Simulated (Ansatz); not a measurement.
**Two runs on HfS2**

System: HfS2 (3 atoms in the cell).
Method of run A: DFT, r2SCAN, plane waves, PAW, no spin polarisation (Ansatz 0.2.0).

The structure derives from a Materials Project entry. The geometry comes from this level: r2scan-rvv10. Text and figures count atoms from 1; the logs count them from 0 in places.

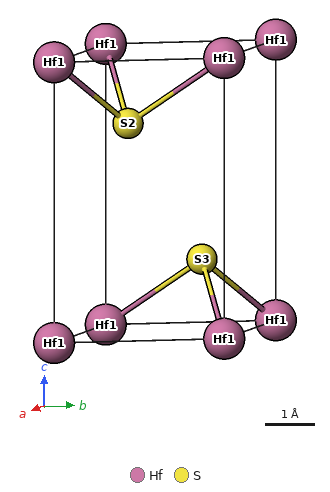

**Figure 1.** The structure (ball-and-stick view of the cell of the calculation, seen slightly off an axis; atoms are numbered from 1 in the order of the input). Near neighbours in the crystal (not all of them lie inside the picture): Hf has 6 S at 2.54 Å; S has 3 Hf at 2.54 Å.

**Input, run A**
```yaml
crystal:
  lattice:
    - [3.6302450497, 0.0, 0.0]
    - [-1.8151225248, 3.143884435, 0.0]
    - [0.0, 0.0, 5.8787062896]
  atoms:
    - { symbol: Hf, position: [0.0, 0.0, 0.0] }
    - { symbol: S, position: [0.6666666667, 0.3333333333, 0.7553800777] }
    - { symbol: S, position: [0.3333333333, 0.6666666667, 0.2446199223] }
kpoints:
  mp_grid: { grid: [12, 12, 4] }
  band_path:
    path:
      - [0.0, 0.0, 0.0]
      - [0.5, 0.0, 0.0]
      - [0.3333333333, 0.3333333333, 0.0]
      - [0.0, 0.0, 0.5]
      - [0.5, 0.0, 0.5]
      - [0.3333333333, 0.3333333333, 0.5]
      - [-0.083333, 0.002604, 0.002604]
      - [0.0, 0.5, 0.5]
      - [0.0, 0.25, 0.25]
    npoints: 1
hamiltonian:
  xc: r2scan
scf:
  occupations: { method: fixed }
  n_extra_bands: 4
output:
  forces: true
  stress: true
  eigenvalues: true
```

Launched with:
```bash
ansatz run input.yaml --threads 2 --pin off --max-ram 3686MiB --backend cpu --events-out ev --progress --plain --runs-dir out
```

Hardware: 2 threads of AMD EPYC (Zen 4), 64 GiB of memory available, shared host.

**Output, shortened to warnings, some set-up lines, iterations and results (run A)**
```
Basis set: ecut = 500 eV, 1737 PW (Γ), exchange–correlation on 108×108×180 points (64 copies of the dense FFT grid, shifted against one another)
Symmetry: 12 space group operations
k-points: 69 of 576
Initial density: superposition of atomic densities (neutral atoms: chi_scale 0, normalization atom), corrected by the library's trained network
[...]
SCF iter   1: F=—  HF=-17550.080256 eV  |F-HF|=—  |Δ(HF+E_count)|=         —  Δρ=6.48e-3  dr2=2.17e-2  dr2_τ=6.19e-2  ethr=1.77e-3  ⟨swp⟩=5.0  Hψ=6116  notcnv=0  defer=128
SCF iter   2: F=—  HF=-17550.097223 eV  |F-HF|=—  |Δ(HF+E_count)|=   1.70e-2  Δρ=3.57e-3  dr2=1.15e-2  dr2_τ=8.10e-4  ethr=5.72e-5  ⟨swp⟩=2.0  Hψ=3593  notcnv=0  defer=133
SCF iter   3: F=—  HF=-17550.095965 eV  |F-HF|=—  |Δ(HF+E_count)|=   1.26e-3  Δρ=2.31e-3  dr2=3.26e-3  dr2_τ=2.16e-4  ethr=3.04e-5  ⟨swp⟩=2.0  Hψ=2628  notcnv=0  defer=135
SCF iter   4: F=—  HF=-17550.096327 eV  |F-HF|=—  |Δ(HF+E_count)|=   3.62e-4  Δρ=1.00e-3  dr2=9.36e-4  dr2_τ=2.09e-5  ethr=8.58e-6  ⟨swp⟩=2.0  Hψ=1728  notcnv=0  defer=135
SCF iter   5: F=—  HF=-17550.096296 eV  |F-HF|=—  |Δ(HF+E_count)|=   3.09e-5  Δρ=1.86e-4  dr2=3.05e-5  dr2_τ=1.59e-6  ethr=2.46e-6  ⟨swp⟩=2.0  Hψ=2087  notcnv=0  defer=135
SCF iter   6: F=—  HF=-17550.096307 eV  |F-HF|=—  |Δ(HF+E_count)|=   1.13e-5  Δρ=4.77e-5  dr2=3.41e-6  dr2_τ=1.95e-7  ethr=8.01e-8  ⟨swp⟩=2.0  Hψ=2662  notcnv=0
SCF iter   7: F=—  HF=-17550.096307 eV  |F-HF|=—  |Δ(HF+E_count)|=   4.02e-8  Δρ=1.23e-5  dr2=2.18e-7  dr2_τ=3.70e-9  ethr=8.98e-9  ⟨swp⟩=2.1  Hψ=2025  notcnv=0
SCF iter   8: F=-17550.096307 eV  HF=-17550.096307 eV  |F-HF|=7.82e-10  |Δ(HF+E_count)|=   1.13e-8  Δρ=1.95e-6  dr2=4.04e-9  dr2_τ=5.43e-10  ethr=2.63e-10  ⟨swp⟩=6.7  Hψ=6828 …
SCF 1 converged in 8 iterations: F = -17550.096307 eV  dr2 = 4.04e-9
NSCF: frozen V_eff on 9 k-points
SCF converged after 8 iterations
Free energy (F): -17550.096307 eV
Harris-Foulkes:  -17550.096307 eV  (|F-HF|=7.82e-10)
Internal energy: -17550.096307 eV  (E = F + TS)
E sigma→0 (E₀):  -17550.096307 eV
Fermi energy:    8.831662 eV
--- Per-component energies (eV) ---
  E_band       = -234.875161
  E_kinetic    = 634.433098
  E_local      = -8202.575631  (includes V_loc(G=0)·N_el)
  E_nonlocal   = -1191.577625
  E_hartree    = 3785.160538
  E_xc         = -467.069662
  E_vxc        = -482.140913  (∫ρ·V_xc dr)
  E_paw        = -8170.107532  (= ΣΔE_a)
  E_vpaw       = 1413.592974  (= ΣTr[D̂ρ^β])
  E_aug_tail   = 0.000001  (compensation charges beyond the density's cutoff)
  E_vtau       = 23.074993  (kinetic-family band-sum trace: ∫τ·v_τ [+ j·A + Jᵃ·Aᵃ] dr)
  E_ewald      = -3938.461483
  E_core_change = 0.101988  (= ΣΔE_core)
  E_smearing   = -0.000000  (= −TS)
  E_closure    = 0.000000  (closes the sum)
  Σ components = -17550.096307   (vs F -17550.096307, Δ=0.00e0)
--- Forces (eV/Å), atoms counted from 1 ---
  atom   1  Hf     0.00000000    -0.00000000     0.00000000
  atom   2  S     -0.00000000    -0.00000000     0.03669154
  atom   3  S      0.00000000     0.00000000    -0.03669154
  max |Σ_I F_I| component: 1.39e-17 eV/Å
--- Stress (GPa, compression-positive) ---
        0.971718      -0.000000       0.000000
       -0.000000       0.971718      -0.000000
       -0.000000      -0.000000       0.962231
  P = ⅓ Tr σ = 0.9686 GPa (9.686 kbar)
```

Run B used a changed input.

**The two runs side by side**

```tsv
quantity	run A	run B
outcome	converged	converged
free energy per atom (eV)	−5850.0321	−5843.3901
gap on the mesh (eV)	1.34	1.03
pressure (GPa)	0.97	2.11
largest force (eV/Å)	0.037	0.122
SCF iterations	8	7
irreducible k-points	69	69
plane waves at Γ	1737	1315
wall time (shared host)	4 s	2 s
```

Which change of the input explains these differences?

The change (lines with − go, lines with + come):
```diff
-  xc: r2scan
+  xc: pbe
```

The total energies belong to different methods, so their difference says nothing on which is more stable or more accurate. The gap on the mesh goes from 1.34 to 1.03 eV. The pressure goes from 0.97 to 2.11 GPa. The largest force goes from 0.037 to 0.122 eV/Å. The functional changes from r2SCAN to PBE. The SCF takes 7 iterations against 8. The default cutoff goes from 500 to 420 eV with the change. The plane waves at Γ go from 1737 to 1315.

**Output, shortened to warnings, some set-up lines, iterations and results (run B)**
```
Basis set: ecut = 420 eV, 1315 PW (Γ), exchange–correlation on 50×50×80 points (8 copies of the dense FFT grid, shifted against one another)
Symmetry: 12 space group operations
k-points: 69 of 576
Initial density: superposition of atomic densities (neutral atoms: chi_scale 0, normalization atom), corrected by the library's trained network
[...]
SCF iter   1: F=—  HF=-17530.170472 eV  |F-HF|=—  |Δ(HF+E_count)|=         —  Δρ=1.43e-3  dr2=6.74e-4  ethr=1.77e-3  ⟨swp⟩=5.0  Hψ=6007  notcnv=0  defer=130
SCF iter   2: F=—  HF=-17530.170003 eV  |F-HF|=—  |Δ(HF+E_count)|=   4.69e-4  Δρ=8.36e-4  dr2=2.40e-4  ethr=1.77e-6  ⟨swp⟩=2.7  Hψ=3622  notcnv=0  defer=135
SCF iter   3: F=—  HF=-17530.170338 eV  |F-HF|=—  |Δ(HF+E_count)|=   3.35e-4  Δρ=1.44e-4  dr2=2.98e-5  ethr=6.33e-7  ⟨swp⟩=2.0  Hψ=2718  notcnv=0  defer=134
SCF iter   4: F=—  HF=-17530.170350 eV  |F-HF|=—  |Δ(HF+E_count)|=   1.27e-5  Δρ=9.18e-5  dr2=1.53e-5  ethr=7.83e-8  ⟨swp⟩=2.0  Hψ=2494  notcnv=0
SCF iter   5: F=—  HF=-17530.170356 eV  |F-HF|=—  |Δ(HF+E_count)|=   5.97e-6  Δρ=8.08e-5  dr2=8.15e-6  ethr=4.04e-8  ⟨swp⟩=2.0  Hψ=2490  notcnv=0
SCF iter   6: F=—  HF=-17530.170356 eV  |F-HF|=—  |Δ(HF+E_count)|=   2.36e-9  Δρ=2.19e-5  dr2=4.83e-7  ethr=2.15e-8  ⟨swp⟩=2.9  Hψ=2592  notcnv=0  defer=3
SCF iter   7: F=-17530.170357 eV  HF=-17530.170357 eV  |F-HF|=1.61e-8  |Δ(HF+E_count)|=   5.47e-7  Δρ=6.91e-6  dr2=5.88e-8  ethr=2.63e-10  ⟨swp⟩=5.2  Hψ=8283  notcnv=0
SCF 1 converged in 7 iterations: F = -17530.170357 eV  dr2 = 5.88e-8
NSCF: frozen V_eff on 9 k-points
SCF converged after 7 iterations
Free energy (F): -17530.170357 eV
Harris-Foulkes:  -17530.170357 eV  (|F-HF|=1.61e-8)
Internal energy: -17530.170357 eV  (E = F + TS)
E sigma→0 (E₀):  -17530.170357 eV
Fermi energy:    9.063326 eV
--- Per-component energies (eV) ---
  E_band       = -209.871288
  E_kinetic    = 634.718086
  E_local      = -8203.949691  (includes V_loc(G=0)·N_el)
  E_nonlocal   = -1186.825576
  E_hartree    = 3786.046237
  E_xc         = -494.245244
  E_vxc        = -440.987467  (∫ρ·V_xc dr)
  E_paw        = -8127.452688  (= ΣΔE_a)
  E_vpaw       = 1415.093379  (= ΣTr[D̂ρ^β])
  E_aug_tail   = 0.000002  (compensation charges beyond the density's cutoff)
  E_ewald      = -3938.461483
  E_smearing   = -0.000000  (= −TS)
  E_closure    = -0.000000  (closes the sum)
  Σ components = -17530.170357   (vs F -17530.170357, Δ=0.00e0)
--- Forces (eV/Å), atoms counted from 1 ---
  atom   1  Hf     0.00000000     0.00000000     0.00000000
  atom   2  S     -0.00000000     0.00000000    -0.12247810
  atom   3  S      0.00000000    -0.00000000     0.12247810
  max |Σ_I F_I| component: 4.63e-18 eV/Å
--- Stress (GPa, compression-positive) ---
        1.819153      -0.000000      -0.000000
       -0.000000       1.819153      -0.000000
       -0.000000      -0.000000       2.702286
  P = ⅓ Tr σ = 2.1135 GPa (21.135 kbar)
```

For both runs: Spin–orbit coupling is left out, which matters for Hf.
